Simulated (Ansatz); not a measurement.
## C: geometry relaxation

System: C (slab, 6 atoms in the cell).
Method: DFT PBE+D3(BJ), scalar-relativistic, plane waves, PAW, no spin polarisation (Ansatz 0.2.0).

The structure derives from an entry of the Crystallography Open Database. The input holds or restrains some coordinates. Forces given for the steps count only the free coordinates. It belongs to a series of runs on one base structure; here: clean slab, lower half held.

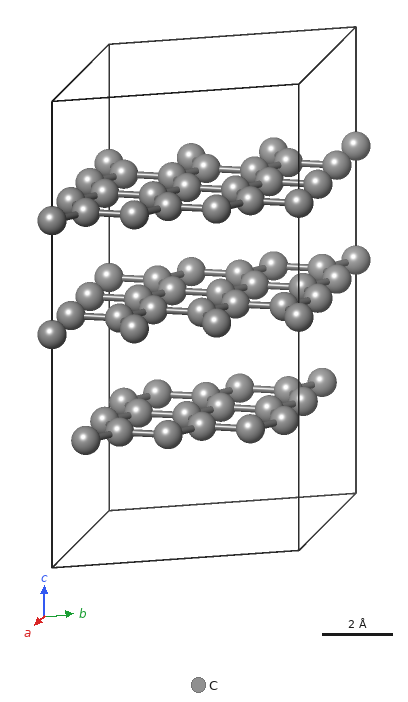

*The structure as given in the input (ball-and-stick view of the 3 × 3 repeat of the cell, with the vacuum cut short, seen slightly off an axis). An atom can appear more than once, as a periodic image.*

## The input
```yaml
crystal:
  lattice:
    - [2.4650495083, 0.0, 0.0]
    - [-1.2325247542, 2.1347954958, 0.0]
    - [0.0, 0.0, 23.6987123419]
  atoms:
    - { symbol: C, position: [0.6666666667, 0.3333333333, 0.3586692761] }
    - { symbol: C, position: [0.3333333333, 0.6666666667, 0.3587372125] }
    - { symbol: C, position: [0.3333333333, 0.6666666667, 0.4999660318] }
    - { symbol: C, position: [0.0, 0.0, 0.5000339682] }
    - { symbol: C, position: [0.0, 0.0, 0.6412627875] }
    - { symbol: C, position: [0.6666666667, 0.3333333333, 0.6413307239] }
basis:
  ecutwfc: 420
kpoints:
  mp_grid: { grid: [12, 12, 1] }
hamiltonian:
  xc: pbe
  dispersion: d3bj
scf:
  occupations: { method: gaussian, width: 0.05 }
output:
  forces: true
  eigenvalues: true
  write_density: true
  write_potential: true
  elf: true
  volumetric_format: npy
relax:
  adjacent_minimum: "off"
  f_tol: 0.03
  max_steps: 70
  constraints: [{ sites: [0, 1] }]
efield:
  axis: 3
  dipole_correction: true
  ramp_width: 0.04
```

Launched with:
```bash
ansatz run input.yaml --threads 1 --pin off --max-ram 2560MiB --backend cpu --events-out ev --progress --plain --runs-dir out
```

## The program's output
```
Engine: ansatz 0.2.0, aarch64-unknown-linux-gnu
Pseudopotentials: kind: paw
Pseudopotential: C, paw, valence charge 4, recommended cutoff 420 eV (normal), C.paw.azcp
Functional definition: PBE
  parameter kappa = 0.804
  parameter beta = 0.06672455060314922
  exchange = pbe_x(kappa = kappa, mu = beta*pi^2/3)
  correlation = pbe_c(beta = beta)
Crystal: 6 atoms, lattice volume = 124.712 Å³
Basis set: ecut = 420 eV, 2353 PW (Γ), exchange–correlation on 36×36×320 points (8 copies of the dense FFT grid, shifted against one another)
Bands: 18, of which v1, the nominal top of the filled ones, is band 12 counted from 1 (11 counted from 0)
Symmetry: 6 space group operations
k-points: 19 of 144 (time reversal used)
Non-local potential: C, projectors of the file, l = 0: 2, l = 1: 2, l = 2: 1
PAW form: soft (Blöchl's): semilocal exchange-correlation on the pseudo side does not see the compensation charge
PAW one-centre angular grid: C, 110 points (default); XC on 64 Gauss nodes
Initial density: superposition of atomic densities (neutral atoms: chi_scale 0, normalization atom), corrected by the library's trained network
Initial wavefunctions: pseudopotential atomic-orbital guess
Functional: x = pbe(κ = 0.804, μ = 0.2195149727645171), c = pbe(β = 0.06672455060314922)
SCF iter   1: F=—  HF=-1506.381240 eV  |F-HF|=—  |Δ(HF+E_count)|=         —  Δρ=2.04e-3  dr2=5.85e-3  ethr=1.77e-3  p=0.000 e·Å  D=6.54e-14 V/Å  ΔV_dip=-0.00 eV  dr2_dipole=2.70e-8  V_vac-E_F(+/−)=4.54/4.54 eV  ⟨swp⟩=7.8  Hψ=2152  notcnv=0
efield: sawtooth ramp at fractional position 0.9800 (placed from the atoms, in the widest stretch of the axis that holds none; the zero of the levels goes with the place), width 0.0400; the density the first Hamiltonian is built on has a dipole p = 0.000 e·Å; the dipole correction subtracts the counter field D = 6.54e-14 V/Å, which shifts the + side's vacuum level by -0.00 eV against the − side's; the planar-averaged density in the ramp window peaks in size at 1.6e-5 e/Å³
preconditioner: auto → LDOS  [metal: Δε(μ)=0.017 eV  Ē_g=15.107 eV  σ=0.050 eV  W_gap=0.19  n_scr=14 (ndim 8)  ℏωp=16.3 eV  f_vac=0.566  D(μ)=0.61/eV (n_scr^D=6)  β→1.0]
SCF iter   2: F=—  HF=-1506.382722 eV  |F-HF|=—  |Δ(HF+E_count)|=   1.48e-3  Δρ=6.53e-4  dr2=1.89e-3  ethr=2.44e-5  p=0.000 e·Å  D=1.42e-5 V/Å  ΔV_dip=-0.00 eV  dr2_dipole=8.75e-8  V_vac-E_F(+/−)=4.24/4.24 eV  ⟨swp⟩=3.1  Hψ=857  notcnv=0  defer=19
SCF iter   3: F=—  HF=-1506.382624 eV  |F-HF|=—  |Δ(HF+E_count)|=   9.74e-5  Δρ=3.68e-4  dr2=8.26e-4  ethr=7.86e-6  p=-0.000 e·Å  D=-4.20e-6 V/Å  ΔV_dip=0.00 eV  dr2_dipole=1.97e-9  V_vac-E_F(+/−)=4.30/4.30 eV  ⟨swp⟩=2.8  Hψ=655  notcnv=0  defer=19
SCF iter   4: F=—  HF=-1506.382477 eV  |F-HF|=—  |Δ(HF+E_count)|=   1.47e-4  Δρ=1.22e-4  dr2=6.18e-5  ethr=3.44e-6  p=-0.000 e·Å  D=-4.21e-6 V/Å  ΔV_dip=0.00 eV  dr2_dipole=3.20e-9  V_vac-E_F(+/−)=4.29/4.29 eV  ⟨swp⟩=1.9  Hψ=444  notcnv=0  defer=17
iter 5 did not close the SCF: its close was put off for the readings that it lacked (scf_convergence_deferred on its scf_iter line)
SCF iter   5: F=-1506.382472 eV  HF=-1506.382473 eV  |F-HF|=9.10e-7  |Δ(HF+E_count)|=   4.95e-6  Δρ=4.66e-5  dr2=3.56e-6  ethr=2.58e-7  p=-0.000 e·Å  D=-1.16e-6 V/Å  ΔV_dip=0.00 eV  dr2_dipole=2.31e-10  V_vac-E_F(+/−)=4.28/4.28 eV  ⟨swp⟩=2.2  Hψ=530  notcnv=0  defer=17
SCF iter   6: F=-1506.382474 eV  HF=-1506.382473 eV  |F-HF|=3.68e-7  |Δ(HF+E_count)|=   9.45e-7  Δρ=8.62e-6  dr2=6.79e-8  ethr=1.48e-8  p=-0.000 e·Å  D=-2.28e-7 V/Å  ΔV_dip=0.00 eV  dr2_dipole=4.76e-11  V_vac-E_F(+/−)=4.28/4.28 eV  ⟨swp⟩=16.2  Hψ=3135  notcnv=0
SCF 1 converged in 6 iterations: F = -1506.382474 eV  dr2 = 6.79e-8
  greatest PAW one-centre occupation: 0.673 electrons in one spin orbital (limit 2), on the C atom at site 4 (counted from 0), in its partial waves of l = 0
relax step   1: F+E_penalty+E_count = -1506.38247385 eV  Δ(F+E_penalty+E_count) = +0.000e0 eV  max|allowed force component| = 1.721e-2 eV/Å  Δτ_max = 0.0000 Å  (6 SCF iters, dr2 threshold 2.25e-5 eV, accepted)
Initial density: handed on by an earlier stage of this run
Initial wavefunctions: those handed on with the density
iter 1 solved again at ethr=2.93e-10 eV; its pass at ethr=3.10e-3 eV (dr2=7.03e-8 eV) is discarded
SCF iter   1: F=—  HF=-1506.382483 eV  |F-HF|=—  |Δ(HF+E_count)|=         —  Δρ=8.73e-6  dr2=7.01e-8  ethr=2.93e-10  p=-0.000 e·Å  D=-2.28e-7 V/Å  ΔV_dip=0.00 eV  dr2_dipole=4.69e-11  V_vac-E_F(+/−)=4.28/4.28 eV  ⟨swp⟩=1.0  Hψ=1140  notcnv=0
efield: sawtooth ramp at fractional position 0.9800 (handed on by an earlier solve), width 0.0400; the density the first Hamiltonian is built on has a dipole p = -0.000 e·Å; the dipole correction subtracts the counter field D = -2.28e-7 V/Å, which shifts the + side's vacuum level by +0.00 eV against the − side's; the planar-averaged density in the ramp window peaks in size at 2.2e-7 e/Å³
preconditioner: auto → LDOS  [metal: Δε(μ)=0.017 eV  Ē_g=15.072 eV  σ=0.050 eV  W_gap=0.19  n_scr=14 (ndim 8)  ℏωp=16.3 eV  f_vac=0.565  D(μ)=0.61/eV (n_scr^D=6)  β→1.0]
iter 2 did not close the SCF: its close was put off until two iterations running show no level that it waits for move by more than its bar (scf_convergence_deferred on its scf_iter line)
SCF iter   2: F=-1506.382474 eV  HF=-1506.382474 eV  |F-HF|=5.58e-8  |Δ(HF+E_count)|=   9.22e-6  Δρ=4.05e-6  dr2=8.20e-8  ethr=2.92e-10  p=-0.000 e·Å  D=-4.96e-8 V/Å  ΔV_dip=0.00 eV  dr2_dipole=4.85e-14  V_vac-E_F(+/−)=4.28/4.28 eV  ⟨swp⟩=13.4  Hψ=2667  notcnv=0
iter 3 did not close the SCF: its close was put off until two iterations running show no level that it waits for move by more than its bar (scf_convergence_deferred on its scf_iter line)
SCF iter   3: F=-1506.382474 eV  HF=-1506.382474 eV  |F-HF|=1.03e-8  |Δ(HF+E_count)|=   1.14e-8  Δρ=2.91e-6  dr2=2.88e-8  ethr=2.92e-10  p=-0.000 e·Å  D=-1.06e-8 V/Å  ΔV_dip=0.00 eV  dr2_dipole=1.79e-13  V_vac-E_F(+/−)=4.28/4.28 eV  ⟨swp⟩=7.9  Hψ=2390  notcnv=0
SCF iter   4: F=-1506.382474 eV  HF=-1506.382474 eV  |F-HF|=1.51e-9  |Δ(HF+E_count)|=   5.59e-9  Δρ=8.53e-7  dr2=3.31e-9  ethr=1.20e-10  p=0.000 e·Å  D=4.79e-9 V/Å  ΔV_dip=-0.00 eV  dr2_dipole=1.24e-13  V_vac-E_F(+/−)=4.28/4.28 eV  ⟨swp⟩=7.6  Hψ=2233  notcnv=0
SCF 2 converged in 4 iterations: F = -1506.382474 eV  dr2 = 3.31e-9
  greatest PAW one-centre occupation: 0.673 electrons in one spin orbital (limit 2), on the C atom at site 1 (counted from 0), in its partial waves of l = 0
relax step   2: F+E_penalty+E_count = -1506.38247388 eV  Δ(F+E_penalty+E_count) = -2.399e-8 eV  max|allowed force component| = 1.716e-2 eV/Å  Δτ_max = 0.0000 Å  (4 SCF iters, accepted)
```

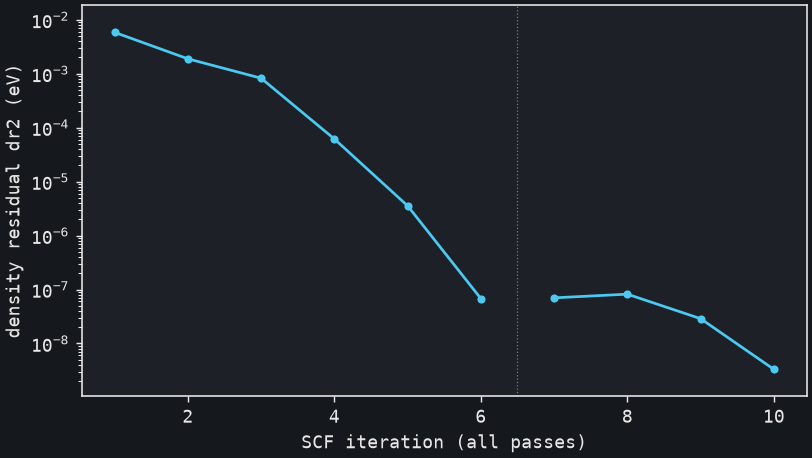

*Convergence of the self-consistent field: density residual dr2 against the SCF iteration. The dotted lines part the SCF passes of the relaxation: geometry steps, rejected trials and re-solves on a re-selected basis.*

The passes take 6 and 4 iterations.

```
WARN: The output density's exchange-correlation potential varies sharply where the density is thin. Do not read a vacuum level from v_tot or v_xc, or from such a field of the output density. On a cell that repeats whose density bears no net charge and no dipole along the vacuum's axis use v_es (v_loc + v_h of the components); under efield.dipole_correction with no amplitude use v_es + v_field, which holds any external_charges[].barrier, or the levels of the report's work_function block, which leave it out; under a non-zero efield.amplitude the vacuum is tilted and has no level; on a cell that repeats and bears such a dipole with no correction it is tilted too, and efield.dipole_correction with no amplitude gives each side of its ramp a level where efield: is served; in a cell that repeats whose density bears a net charge (total_charge, or a fill off its count) it is curved and has none; of a slab under crystal.periodic whose density bears no net charge use v_es, which has a level on each side, short of where the two are joined; of another it falls or rises all the way out and has none; of a slab beside external_charges read slab_vacuum_level instead, which it has where they leave it neutral. The grid or the basis barely resolves most such structure, and the values can differ between equally converged runs; as a rule a tighter scf.convergence.dr2_threshold does not remove it. Where the density itself ripples (under the LDA too) a higher basis.ecutwfc lessens it. The files hold the spikes' plane waves up to the density's cutoff. Files: v_tot_of_output_density and the like, and their columns of v_z.tsv (output.write_potential); v_xc_of_output_density and the like, and their columns of v_comp_z.tsv (output.write_potential_components). Measured: with its Gaussian average of σ = 0.25 Å subtracted twice, the exchange-correlation potential is over 0.1 eV at 10 of the grid points where the equally averaged density (valence and model cores) is under 1e-3 e/Å³, and 0.154 eV at the most among them, at an averaged density of 2.5e-7 e/Å³. The input density's (outcome.potential() and, of a run that writes arrays, v_tot and v_xc) is over 0.1 eV, so measured, at 7 points of its own thin density, 0.168 eV at the most. See output.write_potential in the manual, Limitations
SCF converged after 4 iterations
Free energy (F): -1506.382474 eV
Harris-Foulkes:  -1506.382474 eV  (|F-HF|=1.51e-9)
Internal energy: -1506.381713 eV  (E = F + TS)
E sigma→0 (E₀):  -1506.382093 eV
Entropy (-TS):   -0.000761 eV (-0.127 meV/atom)
Fermi energy:    0.510277 eV
Dipole field:    D = 0.000001 V/Å  (p = 0.000000 e·Å, saw-weighted, corrected)
Work function:   Φ+ = 4.2780 eV   Φ− = 4.2779 eV
Levels:          The Fermi level and band energies are counted from a zero that moves with the ramp; work functions are not
--- Per-component energies (eV) ---
  E_band       = -207.070202
  E_kinetic    = 545.489731
  E_local      = -14801.007724  (includes V_loc(G=0)·N_el)
  E_nonlocal   = 163.819319
  E_hartree    = 7141.031776
  E_xc         = -288.021729
  E_vxc        = -356.606032  (∫ρ·V_xc dr)
  E_paw        = -596.068002  (= ΣΔE_a)
  E_vpaw       = -40.825902  (= ΣTr[D̂ρ^β])
  E_aug_tail   = 0.000045  (compensation charges beyond the density's cutoff)
  E_efield     = 0.000000  (sawtooth field / dipole correction)
  E_vefield    = 0.000000  (∫n·V_field dr)
  E_ewald      = 6329.165892
  E_disp       = -0.791020  (pairwise vdW)
  E_smearing   = -0.000761  (= −TS)
  E_closure    = 0.000000  (closes the sum)
  Σ components = -1506.382474   (vs F -1506.382474, Δ=0.00e0)
--- Forces (eV/Å), atoms counted from 1 ---
  atom   1  C      0.00000000     0.00000000     0.00973517
  atom   2  C      0.00000000     0.00000000    -0.01715547
  atom   3  C      0.00000000     0.00000000    -0.00027139
  atom   4  C      0.00000000     0.00000000     0.00027058
  atom   5  C     -0.00000000    -0.00000000     0.01715588
  atom   6  C      0.00000000     0.00000000    -0.00973472
  max |Σ_I F_I| component: 5.58e-8 eV/Å
--- Band table (eV; the first three rows and the last of 19) ---
  k-point 0: bands = ["-19.1147", "-19.0075", "-18.8989", "-7.7740", "-7.1164", "-6.3811", "-2.5227", "-2.5227", "-2.5176", "-2.5176", "-2.5096", "-2.5096", "4.0099", "4.1976", "5.0347", "6.0243", "6.0930", "7.7315"]
  k-point 1: bands = ["-18.9496", "-18.8434", "-18.7360", "-7.5740", "-6.9203", "-6.1902", "-3.1806", "-3.1698", "-3.1565", "-2.8656", "-2.8570", "-2.8454", "4.2307", "4.4201", "5.2597", "6.2478", "6.2988", "7.9453"]
  k-point 2: bands = ["-18.4561", "-18.3531", "-18.2489", "-6.9786", "-6.3371", "-5.6235", "-4.8322", "-4.8100", "-4.7857", "-3.6646", "-3.6516", "-3.6359", "4.8926", "5.0867", "5.9341", "6.9135", "6.9172", "8.5612"]
  k-point 18: bands = ["-12.1309", "-12.1309", "-12.0810", "-12.0798", "-12.0343", "-12.0343", "-10.0486", "-10.0486", "-10.0478", "0.1691", "0.1691", "0.5017", "0.5189", "0.8509", "0.8509", "11.0513", "11.0973", "11.0973"]
--- Relaxed structure (2 steps of the walk, 2 accepted, 0 SCFs on fresh bases) ---
  F+E_penalty+E_count = -1506.38247388 eV   max|allowed force component| = 1.716e-2 eV/Å
  atoms:
    - { symbol: C, position: [0.6666666666666666, 0.3333333333333333, 0.3586692761] }
    - { symbol: C, position: [0.3333333333333333, 0.6666666666666666, 0.3587372125] }
    - { symbol: C, position: [0.3333333333333333, 0.6666666666666666, 0.4999660318] }
    - { symbol: C, position: [0.0, 0.0, 0.5000339682] }
    - { symbol: C, position: [0.0, 0.0, 0.6412627875] }
    - { symbol: C, position: [0.6666666666666666, 0.3333333333333333, 0.6413307239] }
```

## Trajectory as extended XYZ (Å, eV, eV/Å), 2 frames, from step=1 to step=2
```
6
Lattice="2.4650 0.0000 0.0000 -1.2325 2.1348 0.0000 0.0000 0.0000 23.6987" Properties=species:S:1:pos:R:3:forces:R:3 step=1 energy=-1506.38247
C     1.2325    0.7116    8.5000    0.0000   0.0000   0.0097
C     0.0000    1.4232    8.5016    0.0000   0.0000  -0.0172
C     0.0000    1.4232   11.8486    0.0000   0.0000  -0.0003
C     0.0000    0.0000   11.8502    0.0000   0.0000   0.0003
C     0.0000    0.0000   15.1971    0.0000   0.0000   0.0172
C     1.2325    0.7116   15.1987    0.0000   0.0000  -0.0097
6
Lattice="2.4650 0.0000 0.0000 -1.2325 2.1348 0.0000 0.0000 0.0000 23.6987" Properties=species:S:1:pos:R:3:forces:R:3 step=2 energy=-1506.38247
C     1.2325    0.7116    8.5000    0.0000   0.0000   0.0097
C     0.0000    1.4232    8.5016    0.0000   0.0000  -0.0172
C     0.0000    1.4232   11.8486    0.0000   0.0000  -0.0003
C     0.0000    0.0000   11.8502    0.0000   0.0000   0.0003
C     0.0000    0.0000   15.1971    0.0000   0.0000   0.0172
C     1.2325    0.7116   15.1987    0.0000   0.0000  -0.0097
```

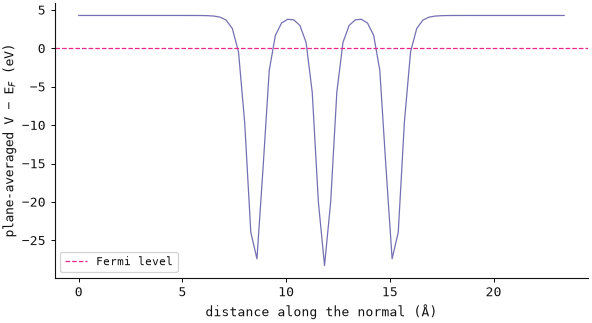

*Plane average of the electrostatic potential energy of an electron across the cell, from the Fermi level.*

The vacuum level lies 4.28 eV above the Fermi level.

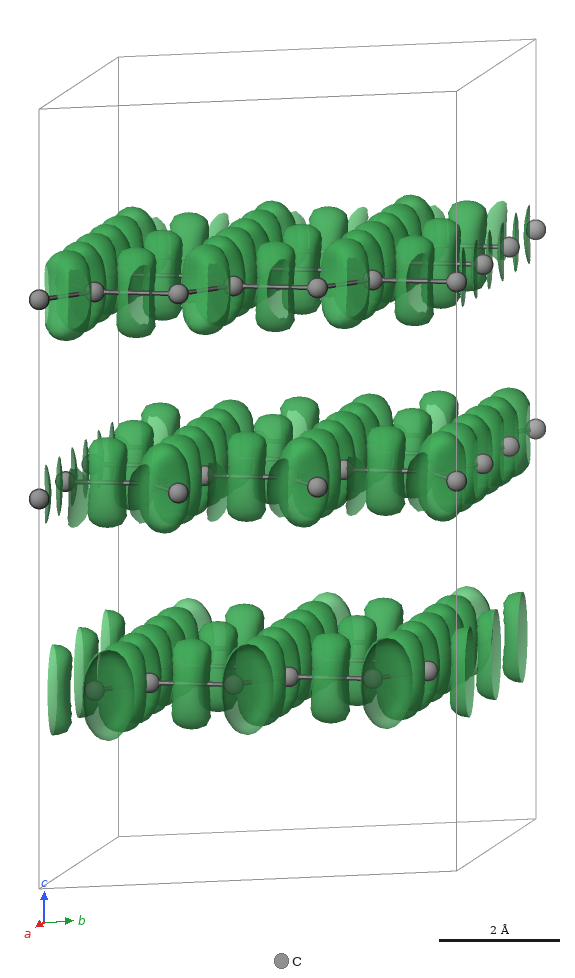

*Isosurface of the ELF at 0.75 (green), seen slightly off an axis. Core shells and regions of very low density are left out. Sticks mark near contacts.*

The ELF exceeds this value in nine regions between bonded C–C atoms (shared pairs), counted in one cell of 6 atoms. Profiles from the grid: C–C (1.42 Å): the ELF peaks at about 0.95 between the atoms, which marks a shared electron pair. Core electrons are frozen (PAW), so the fields are smoothed inside the atomic spheres.

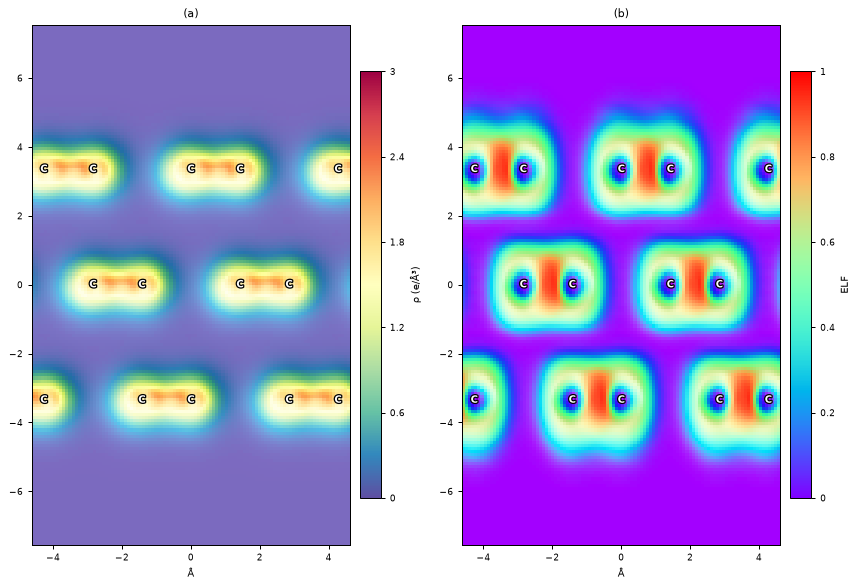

*(a) valence electron density; (b) electron localisation function on the (110) plane of the calculation cell, a cut from vacuum to vacuum.*

The density dies away to nearly zero in the vacuum.

## Summary

- outcome: converged under the restraints of the input
- electrons treated: 24
- free energy: −1506.3825 eV
- work function, top face: 4.28 eV
- work function, bottom face: 4.28 eV
- Fermi energy: 0.510 eV
- gap on the k-point mesh: 0.02 eV
- final volume: 124.71 Å³
- work function (upper face): 4.28 eV
- largest force (length of the vector) at the end, held atoms and coordinates included: 0.017 eV/Å
- hardware: 1 thread of Arm Neoverse N1, 24 GiB of memory available, shared host
- wall time: 19 s
- peak memory: 0.32 GiB

## Notes

The program warns: the exchange-correlation potential is rough where the density is thin.
